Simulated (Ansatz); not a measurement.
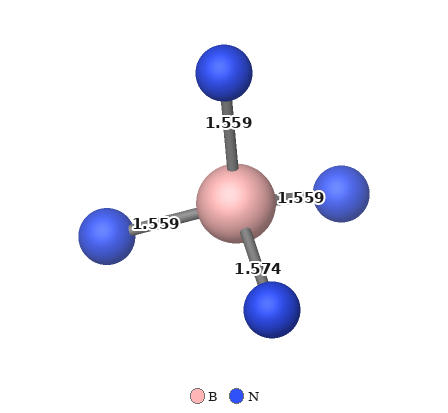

The surroundings of site B1 (at 0.333, 0.667, 0.000) in BN (P6_3mc), with bond lengths in Å.

Origin of the cell: the geometry relaxed with DFT, PBEsol, plane waves, PAW (Ansatz); the starting structure was generated, so it need not be a known form of this composition.

```yaml
crystal:
  lattice:
    - [2.54098, 0.00000, 0.00000]
    - [-1.27049, 2.20056, 0.00000]
    - [0.00000, 0.00000, 4.20329]
  atoms:
    - { symbol: B, position: [0.33333, 0.66667, 0.00027] }
    - { symbol: B, position: [0.66667, 0.33333, 0.50027] }
    - { symbol: N, position: [0.33333, 0.66667, 0.37473] }
    - { symbol: N, position: [0.66667, 0.33333, 0.87473] }
```

Bond valence s = exp((R0 − d)/b), R0 fitted to published crystal structures with b = 0.37 Å; R0 in Å: B3+–N 1.483.

Calculate the bond-valence sum of B1 from the bonds drawn.

Answer. 3 × 0.814 + 1 × 0.782 = 3.22 v.u., against a formal valence of 3: overbonded (bonds short for this ion) by 0.22.

And over the whole structure?

Answer.
```csv
site,"x, y, z",formal valence,bond-valence sum,difference
B1,"0.333, 0.667, 0.000",+3,3.46,0.46
N1,"0.333, 0.667, 0.375",−3,3.46,0.46
```

These sums include all anions within 5 Å. The global instability index (root mean square of the differences over all atoms) is 0.46 v.u.: above 0.2, which by the usual rule of thumb marks a strained structure.
